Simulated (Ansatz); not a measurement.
Run report: GaSb2, geometry relaxation (part 2 of 2)

GaSb2 (P6₃/mmc, 6 atoms in the cell); DFT PBE, scalar-relativistic, plane waves, PAW, no spin polarisation (Ansatz 0.2.0); cutoff 420 eV, 12×12×4 k-mesh, Gaussian smearing of 0.1 eV. The structure was made by swapping elements on the sites of another compound; it need not be a known phase. It belongs to a series of runs on one base structure; here: the structure that the rattled 2H molybdenite type (P6_3/mmc, No. 194) fell into.

Geometry of the input (Å; fractional positions):
```
4.1587  0.0000  0.0000
-2.0794  3.6016  0.0000
0.0000  0.0000  10.9966
Ga 0.3333  0.6667  0.2500
Ga 0.6667  0.3333  0.7500
Sb 0.3333  0.6667  0.5901
Sb 0.6667  0.3333  0.0901
Sb 0.3333  0.6667  0.9099
Sb 0.6667  0.3333  0.4099
```

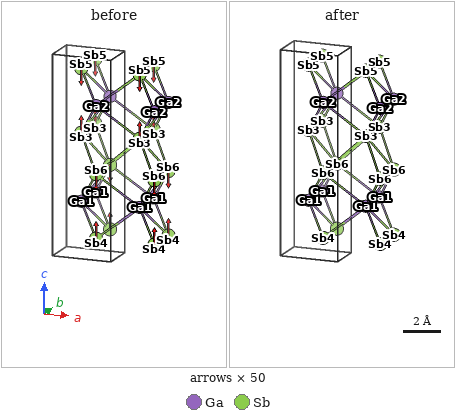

Figure 1. Before (left) and after (right) the relaxation, at one scale (ball-and-stick view of the cell of the calculation, repeated 2 × 2 × 1, seen slightly off an axis). The red arrows give the displacements (without the part carried along by the change of the cell), magnified 50 times. After 4 geometry steps the energy has fallen by 5.1 meV per atom. The largest force component goes from 0.024 to 0.0043 eV/Å. The pressure goes from 0.01 to 0.00 GPa. The largest moves relative to the cell, 0.020 Å, are those of Sb3, Sb4, Sb5 and Sb6. Ga stays in place. The drawn cell changes as follows: a = b 4.159 → 4.070 Å (−2.1 %), c 10.997 → 11.235 Å (+2.2 %); the volume changes by −2.1 %. Among the contacts that change: Ga1–Sb4 2.976 → 2.946 Å, Sb3–Sb6 3.114 → 3.128 Å. Among the angles that change: Ga2–Sb5–Sb4 75.8° → 78.4°, Sb4–Sb5–Sb4 83.8° → 81.2°. The space group stays P6_3/mmc (No. 194). A last SCF at the same geometry on a re-selected plane-wave basis shifts the energy by +0.1 meV per atom. (Atoms are counted from 1 in the order of the input.)

```
basis re-selected at this cell: Δ(F+E_penalty+E_count) = +8.373e-4 eV, ΔP = +0.001 GPa vs the last step (what re-selecting the basis moved, of the pressure what is left beyond the Pulay correction that the steps carried, after the strain that the cell walked since its last selection, with what the two solves' SCF thresholds leave and, on support functions, any second-order correction that the steps lacked; it is no measure of the basis error at this ecutwfc). The dense FFT grid was sized anew with the basis: this SCF ran on 30×30×80 points, the steps before it on 30×30×75, so part of this shift can come from that change (see relax.cell in the input reference). This SCF's stress stands 7.04e-3 GPa from its target on what of the cell is left free (relax.cell.stress_tol is 5.00e-2 GPa) and its largest allowed force component is 4.34e-3 eV/Å (relax.f_tol is 1.00e-2 eV/Å): within both
SCF converged after 6 iterations
Free energy (F): -33503.245113 eV
Harris-Foulkes:  -33503.245113 eV  (|F-HF|=1.96e-10)
Internal energy: -33503.228355 eV  (E = F + TS)
E sigma→0 (E₀):  -33503.236734 eV
Entropy (-TS):   -0.016758 eV (-2.793 meV/atom)
Fermi energy:    9.566278 eV
--- Per-component energies (eV) ---
  E_band       = -767.509562
  E_kinetic    = 1055.021157
  E_local      = -10174.905577  (includes V_loc(G=0)·N_el)
  E_nonlocal   = 2292.807740
  E_hartree    = 4674.033359
  E_xc         = -691.356188
  E_vxc        = -499.725901  (∫ρ·V_xc dr)
  E_paw        = -22272.340811  (= ΣΔE_a)
  E_vpaw       = -2788.773719  (= ΣTr[D̂ρ^β])
  E_aug_tail   = -0.000232  (compensation charges beyond the density's cutoff)
  E_ewald      = -8386.487803
  E_smearing   = -0.016758  (= −TS)
  E_closure    = 0.000000  (closes the sum)
  Σ components = -33503.245113   (vs F -33503.245113, Δ=0.00e0)
--- Forces (eV/Å), atoms counted from 1 ---
  atom   1  Ga    -0.00000000    -0.00000000    -0.00000000
  atom   2  Ga    -0.00000000     0.00000000     0.00000000
  atom   3  Sb    -0.00000000    -0.00000000    -0.00434079
  atom   4  Sb     0.00000000     0.00000000    -0.00434079
  atom   5  Sb    -0.00000000    -0.00000000     0.00434079
  atom   6  Sb     0.00000000     0.00000000     0.00434079
  max |Σ_I F_I| component: 2.31e-17 eV/Å
--- Stress (GPa, compression-positive) ---
        0.007040       0.000000       0.000000
        0.000000       0.007040       0.000000
        0.000000       0.000000      -0.003282
  P = ⅓ Tr σ = 0.0036 GPa (0.036 kbar)
--- Band table (eV; the first three rows and the last of 57) ---
  k-point 0: bands = ["-19.5881", "-19.5881", "-19.5831", "-19.5831", "-19.5757", "-19.5553", "-19.5450", "-19.5450", "-19.5422", "-19.5422", "-19.5321", "-19.5114", "-19.5041", "-19.5041", "-19.5025", "-19.5025", "-19.4751", "-19.4751", "-19.4712", "-19.4712", "-5.2755", "-5.2755", "-5.2750", "-5.2750", "-5.2739", "-5.2712", "-5.2712", "-5.2711", "-5.2711", "-5.2707", "-2.5276", "-1.7488", "-0.7902", "1.5743", "3.3397", "7.0303", "8.2819", "8.9120", "8.9120", "9.7233", "9.7233", "10.3391", "10.3391", "10.6027", "10.6475", "11.6723", "11.6723", "12.9199", "12.9199", "12.9925", "13.4581", "13.4581"]
  k-point 1: bands = ["-19.5874", "-19.5874", "-19.5839", "-19.5839", "-19.5736", "-19.5600", "-19.5445", "-19.5445", "-19.5426", "-19.5426", "-19.5274", "-19.5135", "-19.5039", "-19.5039", "-19.5028", "-19.5028", "-19.4745", "-19.4745", "-19.4718", "-19.4718", "-5.2754", "-5.2754", "-5.2750", "-5.2750", "-5.2734", "-5.2712", "-5.2712", "-5.2712", "-5.2711", "-5.2711", "-2.4593", "-1.9600", "-0.4404", "1.0707", "3.9580", "6.2882", "8.8014", "8.9811", "8.9811", "9.4880", "9.4880", "10.0290", "10.6451", "10.6451", "11.2987", "11.5214", "11.5214", "12.8224", "12.9763", "12.9763", "13.3474", "13.3474"]
  k-point 2: bands = ["-19.5857", "-19.5857", "-19.5857", "-19.5857", "-19.5678", "-19.5678", "-19.5435", "-19.5435", "-19.5435", "-19.5435", "-19.5195", "-19.5195", "-19.5033", "-19.5033", "-19.5033", "-19.5033", "-19.4731", "-19.4731", "-19.4731", "-19.4731", "-5.2753", "-5.2753", "-5.2753", "-5.2753", "-5.2723", "-5.2723", "-5.2712", "-5.2712", "-5.2712", "-5.2712", "-2.2595", "-2.2595", "0.2637", "0.2637", "5.0948", "5.0948", "9.1824", "9.1824", "9.1824", "9.1824", "9.4525", "9.4525", "11.1297", "11.1297", "11.1297", "11.1297", "12.0631", "12.0631", "13.1365", "13.1365", "13.1365", "13.1365"]
  k-point 56: bands = ["-19.5890", "-19.5890", "-19.5578", "-19.5578", "-19.5467", "-19.5467", "-19.5357", "-19.5357", "-19.5339", "-19.5339", "-19.5276", "-19.5276", "-19.5075", "-19.5075", "-19.5054", "-19.5054", "-19.5014", "-19.5014", "-19.4757", "-19.4757", "-5.3033", "-5.3033", "-5.2860", "-5.2860", "-5.2764", "-5.2764", "-5.2597", "-5.2597", "-5.2577", "-5.2577", "0.1684", "0.1684", "0.8837", "0.8837", "3.5446", "3.5446", "5.2547", "5.2547", "5.3782", "5.3782", "7.9923", "7.9923", "8.9675", "8.9675", "9.1293", "9.1293", "12.9844", "12.9844", "13.9689", "13.9689", "15.4246", "15.4246"]
--- Relaxed structure (5 steps of the walk, 5 accepted, 1 SCFs on fresh bases) ---
  F+E_penalty+E_count = -33503.24511280 eV   max|allowed force component| = 4.341e-3 eV/Å   (the final SCF, on the basis selected at the relaxed cell)
  cell:  # Å, volume = 161.2002 Å³
    - [4.070256505771121, -1.3933240458502492e-33, 0.0]
    - [-2.0351282528855603, 3.5249455339166738, 0.0]
    - [0.0, 0.0, 11.23547031092796]
  atoms:
    - { symbol: Ga, position: [0.33333333333333326, 0.6666666666666665, 0.25] }
    - { symbol: Ga, position: [0.6666666666666666, 0.33333333333333326, 0.7499999999999999] }
    - { symbol: Sb, position: [0.33333333333333326, 0.6666666666666665, 0.5918859728836281] }
    - { symbol: Sb, position: [0.6666666666666666, 0.33333333333333326, 0.09188597288362817] }
    - { symbol: Sb, position: [0.33333333333333326, 0.6666666666666665, 0.9081140271163719] }
    - { symbol: Sb, position: [0.6666666666666666, 0.33333333333333326, 0.40811402711637174] }
```

Trajectory as extended XYZ (Å, eV, eV/Å), 6 frames, from step=1 to step=6
```
6
Lattice="4.1587 0.0000 0.0000 -2.0794 3.6016 0.0000 0.0000 0.0000 10.9966" Properties=species:S:1:pos:R:3:forces:R:3 step=1 energy=-33503.21513 pressure_GPa=0.01
Ga    0.0000    2.4010    2.7491    0.0000   0.0000   0.0000
Ga    2.0794    1.2005    8.2474    0.0000   0.0000   0.0000
Sb    0.0000    2.4010    6.4896    0.0000   0.0000   0.0239
Sb    2.0794    1.2005    0.9913    0.0000   0.0000   0.0239
Sb    0.0000    2.4010   10.0053    0.0000   0.0000  -0.0239
Sb    2.0794    1.2005    4.5070    0.0000   0.0000  -0.0239
6
Lattice="4.0905 0.0000 0.0000 -2.0452 3.5424 0.0000 0.0000 0.0000 11.2866" Properties=species:S:1:pos:R:3:forces:R:3 step=2 energy=-33503.24146 pressure_GPa=-0.56
Ga    0.0000    2.3616    2.8217    0.0000   0.0000   0.0000
Ga    2.0452    1.1808    8.4650    0.0000   0.0000   0.0000
Sb    0.0000    2.3616    6.6674    0.0000   0.0000  -0.0044
Sb    2.0452    1.1808    1.0240    0.0000   0.0000  -0.0044
Sb    0.0000    2.3616   10.2626    0.0000   0.0000   0.0044
Sb    2.0452    1.1808    4.6193    0.0000   0.0000   0.0044
6
Lattice="4.0621 0.0000 0.0000 -2.0311 3.5179 0.0000 0.0000 0.0000 11.2458" Properties=species:S:1:pos:R:3:forces:R:3 step=3 energy=-33503.24541 pressure_GPa=0.18
Ga    0.0000    2.3453    2.8115    0.0000   0.0000   0.0000
Ga    2.0311    1.1726    8.4344    0.0000   0.0000   0.0000
Sb    0.0000    2.3453    6.6472    0.0000   0.0000   0.0238
Sb    2.0311    1.1726    1.0243    0.0000   0.0000   0.0238
Sb    0.0000    2.3453   10.2216    0.0000   0.0000  -0.0238
Sb    2.0311    1.1726    4.5986    0.0000   0.0000  -0.0238
6
Lattice="4.0712 0.0000 0.0000 -2.0356 3.5257 0.0000 0.0000 0.0000 11.2442" Properties=species:S:1:pos:R:3:forces:R:3 step=4 energy=-33503.24572 pressure_GPa=0.00
Ga    0.0000    2.3505    2.8110    0.0000   0.0000   0.0000
Ga    2.0356    1.1752    8.4331    0.0000   0.0000   0.0000
Sb    0.0000    2.3505    6.6466    0.0000   0.0000   0.0151
Sb    2.0356    1.1752    1.0245    0.0000   0.0000   0.0151
Sb    0.0000    2.3505   10.2197    0.0000   0.0000  -0.0151
Sb    2.0356    1.1752    4.5976    0.0000   0.0000  -0.0151
6
Lattice="4.0703 0.0000 0.0000 -2.0351 3.5249 0.0000 0.0000 0.0000 11.2355" Properties=species:S:1:pos:R:3:forces:R:3 step=5 energy=-33503.24595 pressure_GPa=0.00
Ga    0.0000    2.3500    2.8089    0.0000   0.0000   0.0000
Ga    2.0351    1.1750    8.4266    0.0000   0.0000   0.0000
Sb    0.0000    2.3500    6.6501    0.0000   0.0000  -0.0043
Sb    2.0351    1.1750    1.0324    0.0000   0.0000  -0.0043
Sb    0.0000    2.3500   10.2031    0.0000   0.0000   0.0043
Sb    2.0351    1.1750    4.5854    0.0000   0.0000   0.0043
6
Lattice="4.0703 0.0000 0.0000 -2.0351 3.5249 0.0000 0.0000 0.0000 11.2355" Properties=species:S:1:pos:R:3:forces:R:3 step=6 energy=-33503.24511 pressure_GPa=0.00
Ga    0.0000    2.3500    2.8089    0.0000   0.0000   0.0000
Ga    2.0351    1.1750    8.4266    0.0000   0.0000   0.0000
Sb    0.0000    2.3500    6.6501    0.0000   0.0000  -0.0043
Sb    2.0351    1.1750    1.0324    0.0000   0.0000  -0.0043
Sb    0.0000    2.3500   10.2031    0.0000   0.0000   0.0043
Sb    2.0351    1.1750    4.5854    0.0000   0.0000   0.0043
```

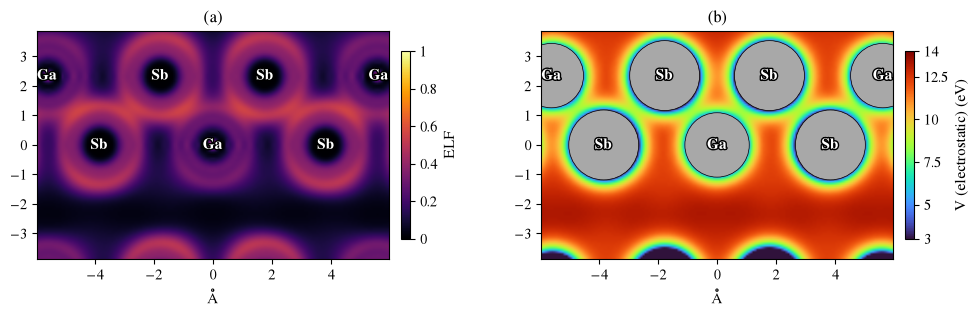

Figure 2. (a) ELF; (b) electrostatic potential (local pseudopotential plus Hartree) felt by an electron on the (110) plane of the conventional cell. Grey discs, where drawn, cover atomic cores. Ga–Sb (2.95 Å): the ELF is about 0.55 at the midpoint, as expected for nearly free electrons, as in a simple metal. Sb–Sb (3.13 Å): the ELF is about 0.55 at the midpoint (metallic bonding. The strong features right at Ga lie inside the PAW spheres (semicore, d or f shells) and say nothing about bonding. Outside the cores the potential energy rises away from the atoms and is highest about 2.4 Å from the nearest atoms; outside the discs it spans about 10 eV, and its zero is arbitrary. Core electrons are frozen (PAW), so the fields are smoothed inside the atomic spheres.

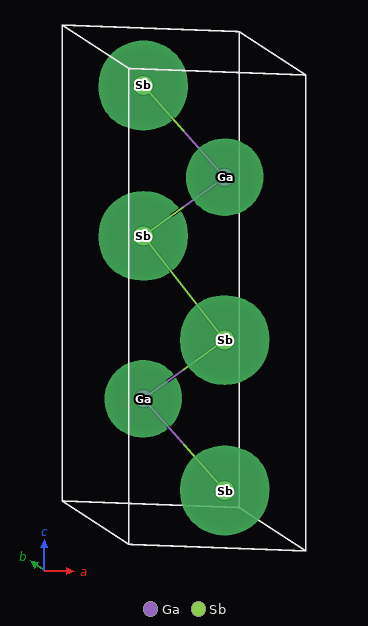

Figure 3. Isosurface of the valence electron density at 0.5 e/Å³ (green), seen slightly off an axis. Sticks mark near contacts. The outline is the cell set on symmetry axes. At this value the density breaks into separate islands; it holds about 75 % of the electrons treated as valence (semicore included). It is pinched off along the Ga–Sb (2.95 Å) and Sb–Sb (3.13 Å) contacts. On the grid the lowest density along these lines, outside the cores, is 0.24 e/Å³ (Ga–Sb, 2.95 Å) and 0.24 e/Å³ (Sb–Sb, 3.13 Å).
